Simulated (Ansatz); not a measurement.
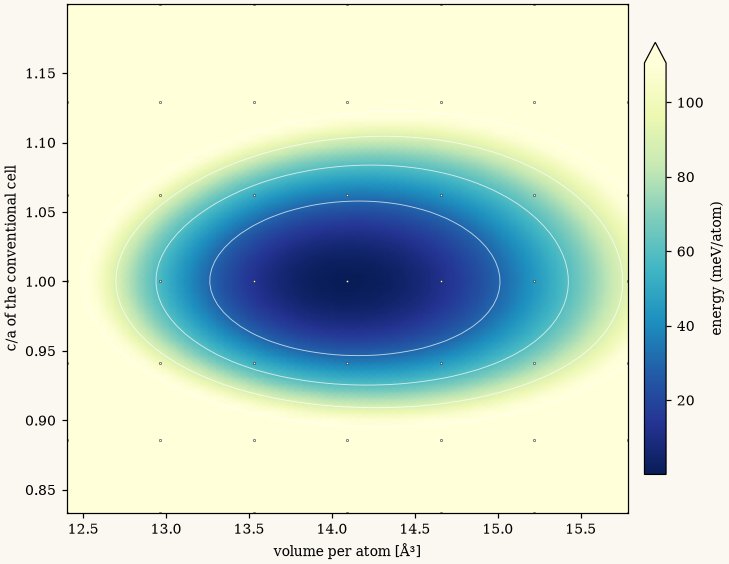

ZrB (Fm-3m, No. 225; 2 atoms in the cell). 
- The energy is mapped over volume and the cell's shape.
- First axis: volume per atom. Second axis: c/a of the conventional cell.
- Nothing is relaxed (symmetry fixes all fractional coordinates).
- Grid: 7 × 7 points.
- Points are written as (first, second).
- Energies: meV/atom, counted from the lowest grid point.
- Method: DFT LDA, scalar-relativistic, plane waves, PAW (Ansatz 0.2.0). Settings: cutoff 520 eV, k-mesh 18×18×18, gaussian smearing 0.15 eV, no spin polarisation.

In the figure: a smooth colour map with a few white contour lines, dots at the grid points, one colour for all values above the top of the scale. Between grid points the surface is interpolated.

Q: Where is the minimum, and how stiff is the well along each coordinate?

A: The interpolated minimum is at volume per atom ≈ 14.09 Å³, c/a of the conventional cell ≈ 1.000. The curvatures there are about 0.16 eV/(Å³)² and 39 eV, with a cross term of about 0 eV/Å³ (per cell of 2 atoms). Round the minimum the two coordinates are nearly uncoupled.
